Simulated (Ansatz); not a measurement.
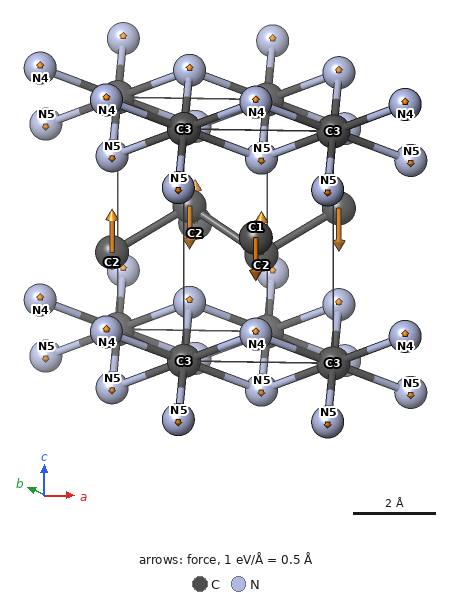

Starting geometry of solid C₃N₂ (a generated structure, set up in P-3m1) (coarse preliminary run) with the computed forces as orange arrows. Style: ball-and-stick. Shown: the cell of the calculation, from a free direction.

The calculation used DFT PBE, scalar-relativistic, plane waves, PAW (Ansatz 0.2.0).

The input:
```yaml
crystal:
  lattice:
    - [3.66307192, 0.0, 0.0]
    - [-1.83153596, 3.17231334, 0.0]
    - [0.0, 0.0, 5.84355343]
  atoms:
    - { symbol: C, position: [0.33333333, 0.66666667, 0.580275], spin: 1.0 }
    - { symbol: C, position: [0.66666667, 0.33333333, 0.419725], spin: 1.0 }
    - { symbol: C, position: [0.0, 0.0, 0.0], spin: 1.0 }
    - { symbol: "N", position: [0.33333333, 0.66666667, 0.16483299], spin: 1.0 }
    - { symbol: "N", position: [0.66666667, 0.33333333, 0.83516701], spin: 1.0 }
basis:
  ecutwfc: 420
kpoints:
  mp_grid: { grid: [6, 6, 4] }
hamiltonian:
  xc: pbe
scf:
  occupations: { method: gaussian, width: 0.1 }
  lower_state_search: "off"
output:
  forces: true
  stress: true
  eigenvalues: true
  populations: true
magnetization:
  spin_polarized: true
relax:
  adjacent_minimum: "off"
  f_tol: 0.04
  max_steps: 70
  cell: { stress_tol: 0.4 }
```

Command:
```bash
ansatz run input.yaml --threads 1 --pin off --max-ram 2560MiB --backend cpu --events-out ev --progress --plain --runs-dir out
```

Is this structure relaxed? If not, where do the atoms go?

Answer. It isn't relaxed: the largest force vector, on C atoms, is 2.21 eV/Å. The atoms end up moving mostly along the starting forces (cosine between the two patterns 0.99). The largest moves relative to the cell, 0.68 Å, are those of C1 and C2. C2 goes along +c. Largest moves by element: C 0.68 Å, N 0.02 Å. Cell: a = b 3.663 → 2.529 Å (−31.0 %), c 5.844 → 5.155 Å (−11.8 %). Volume −58.0 %. Near-neighbour distances that change, for instance: C1–N4 2.428 → 1.448 Å, C1–C2 2.314 → 1.553 Å, C3–N4 2.324 → 1.697 Å. New bonds form: C1–N4 (2.43 → 1.45 Å), C2–N5 (2.43 → 1.45 Å). The space group stays P-3m1 (No. 164). After 10 accepted moves (13 points after the start) the energy has fallen by 3686 meV per atom. The largest force component goes from 2.2 to 0.011 eV/Å. The pressure goes from −30.42 to 0.05 GPa. The line search rejected the trial step at point 7 of the run. At 2 points the geometry stayed and the basis and grid were re-selected for the new cell (energy shift of 4.4 meV per atom at most each time). The program noted that the starting moments weren't kept. Cost: 59 s on 1 thread of Arm Neoverse V1, with other jobs on the host, peak memory 0.34 GiB.
